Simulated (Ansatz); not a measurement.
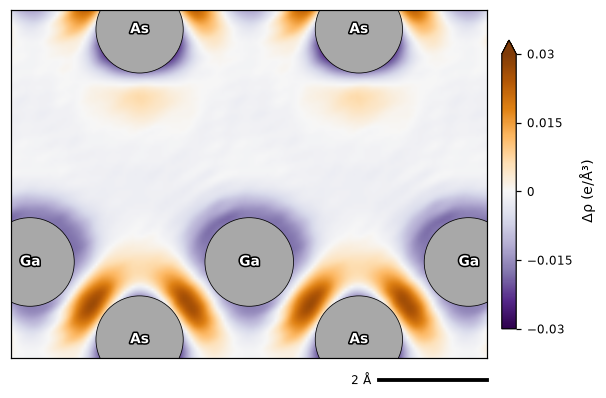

GaAs. Difference of the valence pseudo-densities of two functionals at the same geometry, on the (101̄) plane of the calculation cell: one of HF and r2SCAN50 less the other.

Both computed with Ansatz (plane waves, PAW), on the same k-point mesh. Grey discs cover the atomic cores.

```xyz
2
Lattice="0.0000 2.8640 2.8640 2.8640 0.0000 2.8640 2.8640 2.8640 0.0000" Properties=species:S:1:pos:R:3 pbc="T T T"
As    4.2961    4.2961    4.2961
Ga    0.0000    0.0000    0.0000
```

Q: Which was subtracted from which, and what does the map show?

A: It is HF less r2SCAN50. Against r2SCAN50, HF gives less density around Ga (−0.012 e/Å³ on average at 1.0 Å from the nucleus) and a change of +0.022 e/Å³ at the midpoint of Ga–As.
